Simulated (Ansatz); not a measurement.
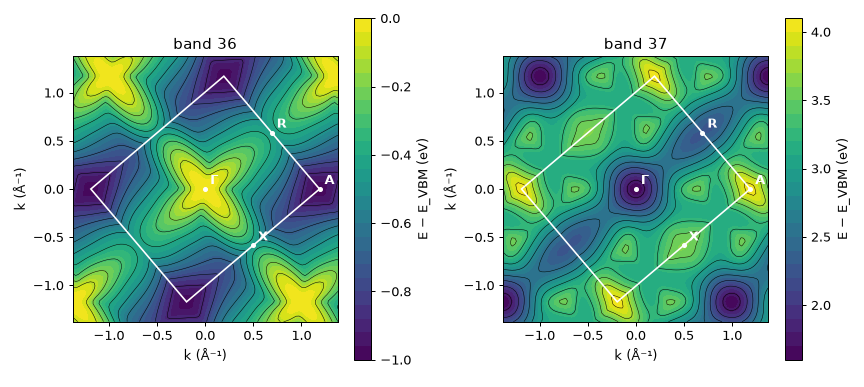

Two bands of CuI in space group P4/nmm over the plane through Γ, A and R: the highest mostly filled and the lowest mostly empty one.

Level of theory: Ansatz, DFT PBE, scalar-relativistic, plane waves, PAW; levels and slopes on a dense k mesh at the converged density. No spin polarisation. The levels come from a k mesh of 28×28×18 points. The geometry was not relaxed. The cell comes from a database of computed structures, not from a measurement.

Question: Give both levels and their distance at the named points.

Answer:
```tsv
point	lower band (eV)	upper band (eV)	distance (eV)
Γ	0.00	1.61	1.61
A	−0.98	4.06	5.04
R	−0.44	2.29	2.73
X	−0.46	3.61	4.07
```

Question: Where are the band edges of the whole zone?

Answer: The valence band has one maximum at Γ, two bands meeting there, with masses of 0.25 and 6.23 mₑ along x, 0.25 and 6.23 mₑ along y and 1.31 mₑ along z; the conduction band has one minimum at Γ, principal masses 0.22, 0.22 and 0.24 mₑ. The gap is direct, 1.61 eV at this level of theory (semilocal functionals give gaps that are too small, and can reorder valleys that lie close).

Spin-orbit coupling, left out here, can change the gap, its kind, the place of the band edges and the masses, since the compound holds I.
